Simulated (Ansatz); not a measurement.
## Electronic structure of Al$_{5}$P$_{2}$ in real space

Input

```
crystal:
  lattice:
    - [-1.9528020647, 1.9528020647, 9.4919597567]
    - [1.9528020647, -1.9528020647, 9.4919597567]
    - [1.9528020647, 1.9528020647, -9.4919597567]
  atoms:
    - { symbol: Al, position: [0.0, 0.0, 0.0] }
    - { symbol: Al, position: [0.351969416, 0.351969416, 0.0] }
    - { symbol: Al, position: [0.648030584, 0.648030584, 0.0] }
    - { symbol: Al, position: [0.25, 0.75, 0.5] }
    - { symbol: Al, position: [0.75, 0.25, 0.5] }
    - { symbol: P, position: [0.9273192166, 0.4273192166, 0.5] }
    - { symbol: P, position: [0.5726807834, 0.0726807834, 0.5] }
basis:
  ecutwfc: 420
kpoints:
  mp_grid: { grid: [12, 12, 12] }
hamiltonian:
  xc: pbe
scf:
  occupations: { method: gaussian, width: 0.1 }
output:
  forces: true
  stress: true
  eigenvalues: true
  write_density: true
  write_potential: true
  elf: true
  volumetric_format: npy
relax:
  adjacent_minimum: "off"
  f_tol: 0.01
  max_steps: 80
  cell: { stress_tol: 0.05 }
```

Launched as:

```sh
ansatz run input.yaml --threads 1 --pin off --max-ram 2560MiB --backend cpu --events-out ev --progress --plain --runs-dir out
```

Below, planes, directions and counts refer to the conventional cell (a = 3.90 Å, b = 3.90 Å, c = 19.00 Å, α = 90.00°, β = 90.00°, γ = 90.00°).

The fields are those of the run's last geometry, not of the input's.

Space group I-4m2; a generated structure, not necessarily the stable one; computed without spin polarisation.

Theory: DFT PBE, scalar-relativistic, plane waves, PAW in Ansatz 0.2.0.

Core electrons are frozen (PAW), and the valence fields are smoothed inside the atomic spheres.

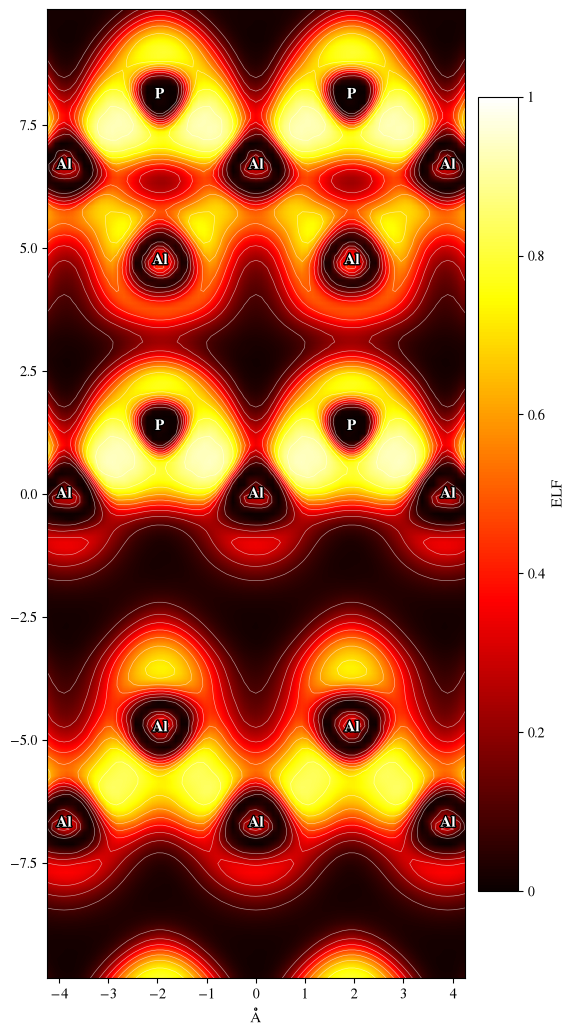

Figure 1. Electron localisation function on the (100) plane of the conventional cell.

Question: Interpret the plot.

Answer: Atoms in the plane: Al and P.
Al–P (2.39 Å): the ELF peaks at about 0.95 between the atoms.

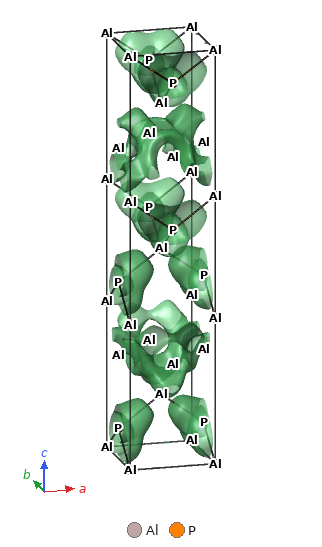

Figure 2. Isosurface of the ELF at 0.7 (green), seen slightly off an axis. Core shells and regions of very low density are left out. Sticks mark near contacts.

Question: What do the ELF domains correspond to?

Answer: The ELF exceeds this value in four regions on P in which the atom's valence shell and bonds are merged and sheets that run through the cell in two directions, counted in one cell of 14 atoms. Regions shared between cells count once.

Question: Metal or insulator at this level of theory?

Answer: It is gapless in this calculation (a metal or semimetal).
